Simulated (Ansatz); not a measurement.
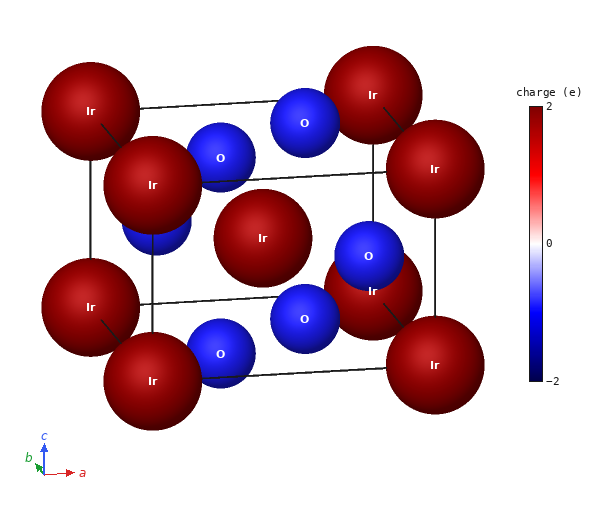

Drawn in the spheres-only manner and seen slightly off an axis. The simulation cell is outlined; an atom on or near a face, edge or corner is repeated at each equivalent position. The atoms of this IrO₂ cell are coloured by their Bader charge.

Calculation details: DFT PBE, scalar-relativistic, plane waves, PAW in Ansatz; plane waves to 420 eV, k-grid 8×8×12, Gaussian smearing of 0.1 eV, no spin polarisation.

Give the charges by element.

Answer. Most positive: Ir; most negative: O. Charges: about Ir +1.8 e; O -0.9 e.

Starting structure: an entry, possibly a prediction, of the Crystallography Open Database. Earlier steps of the study may have refined or changed the cell and positions. It was the input of a calculation with Ansatz.
